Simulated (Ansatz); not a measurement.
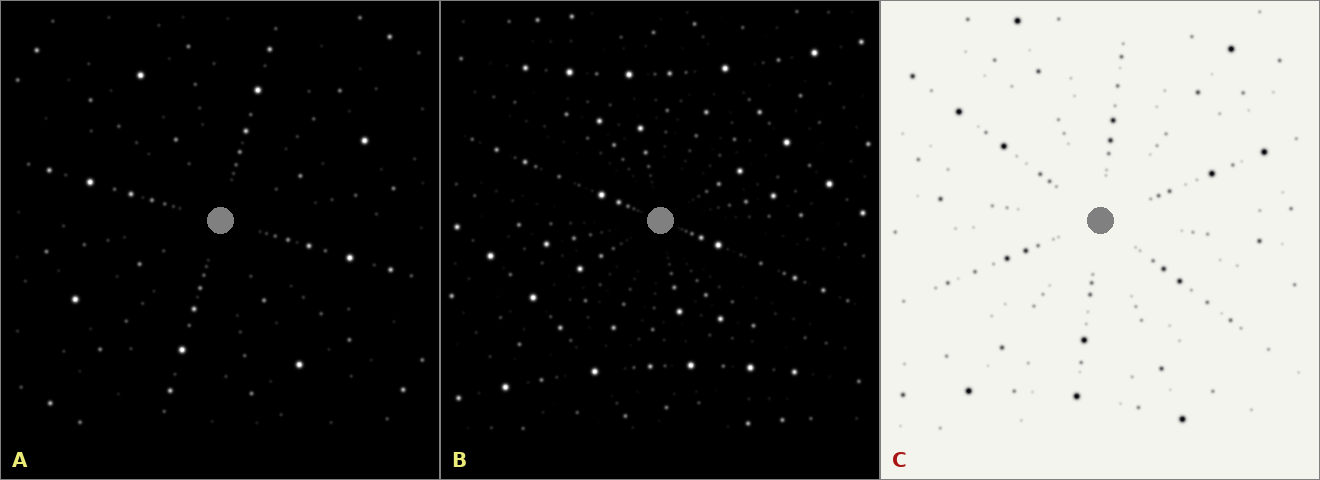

Simulated back-reflection Laue patterns (white X-rays, 0.45 to 2.2 Å, flat plate covering ±45° about the beam, kinematic intensities, seen from the source). Crystal: Pd, space group Fd-3m (No. 227), a = 5.618 Å. Structure: coordinates from a relaxation with Ansatz 0.2.0, DFT, LDA (PW92), plane waves (420 eV) with PAW, scalar-relativistic; the starting structure was generated, so it need not be a known form of this composition.

The directions [001], [110], [111] point towards the source, in some order. Which is which?

A: [001], symmetry 4mm (a fourfold axis with mirror lines). B: [110], symmetry 2mm (a twofold axis with two mirror lines). C: [111], symmetry 3m (a threefold axis with three mirror lines). The Laue class is m-3m.
